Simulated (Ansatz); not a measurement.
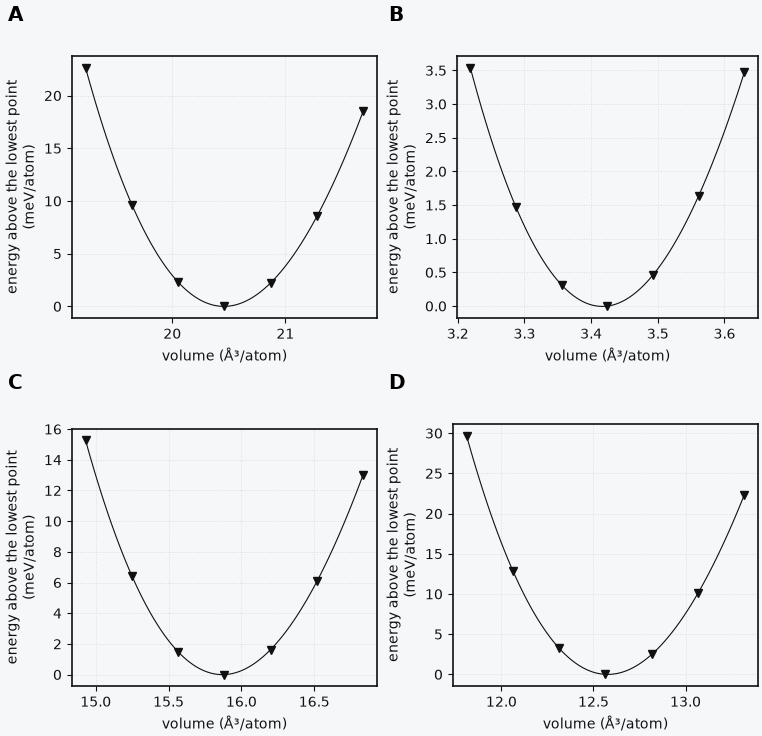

Each panel shows the energy above the lowest point against volume for one of these solids: H, Fd-3m (No. 227); S, Fm-3m (No. 225); Si, Fd-3m (No. 227); VO₃, Pm-3m (No. 221).

Calculation (Ansatz 0.2.0 development build): equation of state of a cubic crystal from periodic Kohn-Sham density functional theory without spin, third-order Birch-Murnaghan fit to the free energies; pressure corrected for the finite basis. Level: PBE.

Question: Which panel belongs to which solid?

Answer: A is Si (energy above the lowest point from 0.0 meV/atom to 22.6 meV/atom, V0 20.46 Å³/atom, B0 88.8 GPa); B is H (energy above the lowest point from 0.00 meV/atom to 3.54 meV/atom, V0 3.417 Å³/atom, B0 91.3 GPa); C is S (energy above the lowest point from 0.0 meV/atom to 15.3 meV/atom, V0 15.87 Å³/atom, B0 78.9 GPa); D is VO₃ (energy above the lowest point from 0.0 meV/atom to 29.7 meV/atom, V0 12.58 Å³/atom, B0 182 GPa).

For H, limits of the calculation: cubic model structure, not the ambient form; modest k-mesh, values are not fully converged in k.

For S, limits of the calculation: cubic model structure, not the ambient form.

For VO₃, limits of the calculation: cubic model structure, not the ambient form; no spin polarisation, a magnetic state may lie lower.
